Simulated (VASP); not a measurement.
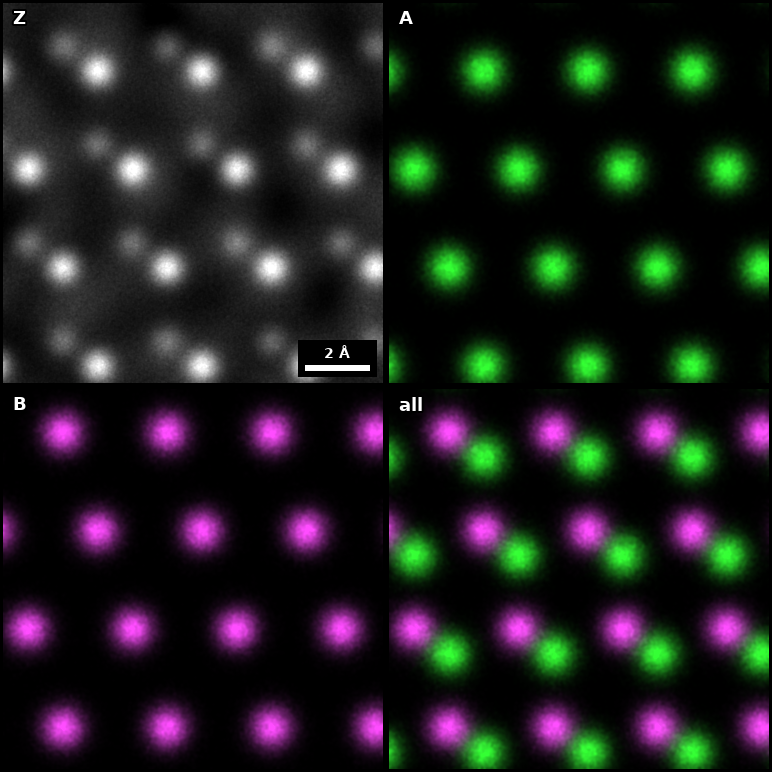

ZnS (F-43m, No. 216) along [110]. Panel Z: Simulated incoherent Z contrast: every atom adds Z^1.6 spread by a probe of 0.80 Å full width; channelling and multiple scattering are left out. The probe carries 25 % of its weight in a tail 2.5 times as wide. Shot noise and the speckle of an amorphous layer were added. The other panels are simulated element maps (the number of atoms of one element along the beam, blurred by 1.0 Å, with counting noise; each on its own scale, no channelling); the last overlays them. Structure used: the end point of a relaxation with VASP Kohn-Sham DFT of a periodic cell, PBE with D3(BJ), VASP PAW PBE potentials, recommended (VASP 6.6.1).

Space group F-43m (No. 216). a = 5.378 Å, b = 5.378 Å, c = 5.378 Å, α = 90.00°, β = 90.00°, γ = 90.00°
```
atom  site  symmetry       x       y       z
  Zn    4c      -43m  0.2500  0.7500  0.7500
   S    4a      -43m  0.0000  0.0000  0.0000
```

Which element does each lettered map show?

A: Zn, B: S. The projected cell (3.29 × 3.29 Å, 109°) holds 2 columns: 1 of Zn and 1 of S. No column is shared by two of the mapped elements.
